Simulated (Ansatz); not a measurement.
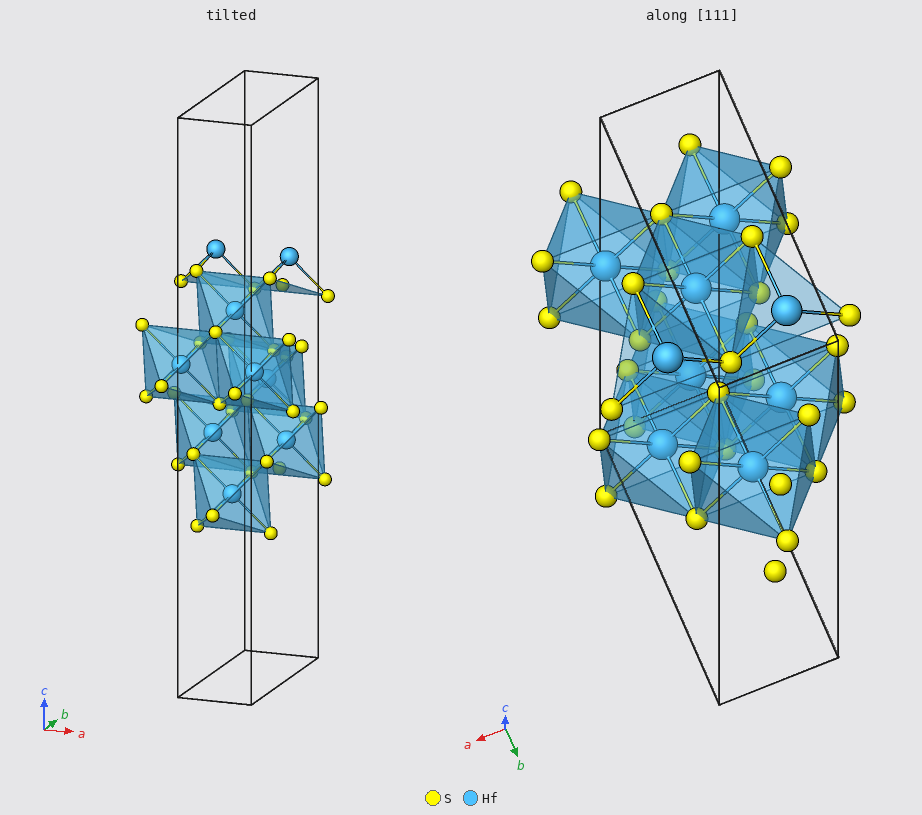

This polyhedral model is shown slightly off an axis and along [111]. Thin lines show the simulation cell, with boundary atoms drawn in all their periodic places. Some atoms of the next cells are drawn as well.

What can be read from this drawing?

- It has the composition HfS$_{2}$.
- Atoms per cell: 18 (6 Hf, 12 S).
- The coordination, counted out to bonding distance, is Hf 3 to 6 (mean 5.5) and S 1 to 3 (mean 2.8). Not all metal-metal contacts are counted.
- The bonds build HfS2 chains along [100].

Starting structure: a structure listed in the Materials Project, from which a slab was cut. Earlier steps of the study, as a rule a relaxation of our own, may have changed the cell and positions, so they can lie some per cent off the listed ones. It was the input of a calculation with Ansatz.

At this level of theory the run's own cell isn't at rest (forces up to 1.8 eV/Å), so its distances can differ from those at equilibrium, the more so the softer the solid.
